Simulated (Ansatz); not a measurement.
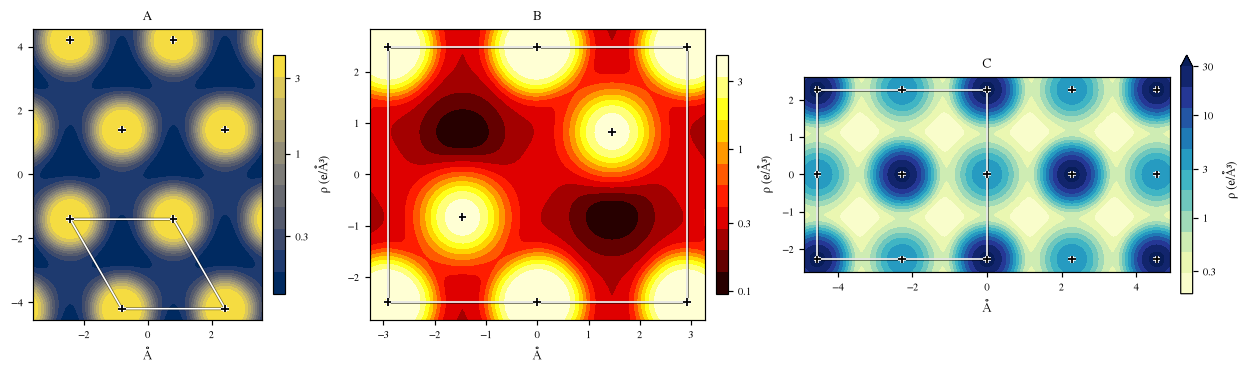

The valence charge density (pseudo) of 3 systems, each on a plane through atoms (crosses mark nuclei in the plane).

All numbers below come from DFT PBE, scalar-relativistic, plane waves, PAW in Ansatz.

System 1: TaN, the (110) plane of the conventional cell. Space group P6₃/mmc; computed pressure about 18 GPa in this cell.

System 2: HfN, the (100) plane of the conventional cell. Space group Fm-3m; computed without spin polarisation.

```
Hf N
1.0
     4.54779    0.00000    0.00000
     0.00000    4.54779    0.00000
     0.00000    0.00000    4.54779
Hf N
4 4
Direct
  0.00000 0.00000 0.00000
  0.50000 0.50000 0.00000
  0.50000 0.00000 0.50000
  0.00000 0.50000 0.50000
  0.50000 0.00000 0.00000
  0.00000 0.50000 0.00000
  0.00000 0.00000 0.50000
  0.50000 0.50000 0.50000
```

System 3: Zr, the (001) plane of the conventional cell. Space group P6₃/mmc; a structure from a database of computed crystals, not necessarily the ambient phase.

**Which map belongs to which system?**

Panel A is system 3, Zr: the plane holds Zr. Zr–Zr (3.23 Å): ρ at the midpoint is about 0.17 e/Å³. Panel B is system 1, TaN: the plane holds Ta and N. Ta–N (2.21 Å): ρ at the midpoint is about 0.55 e/Å³. Panel C is system 2, HfN: the plane holds Hf and N. Hf–N (2.27 Å): the density is about 0.49 e/Å³ at the midpoint.
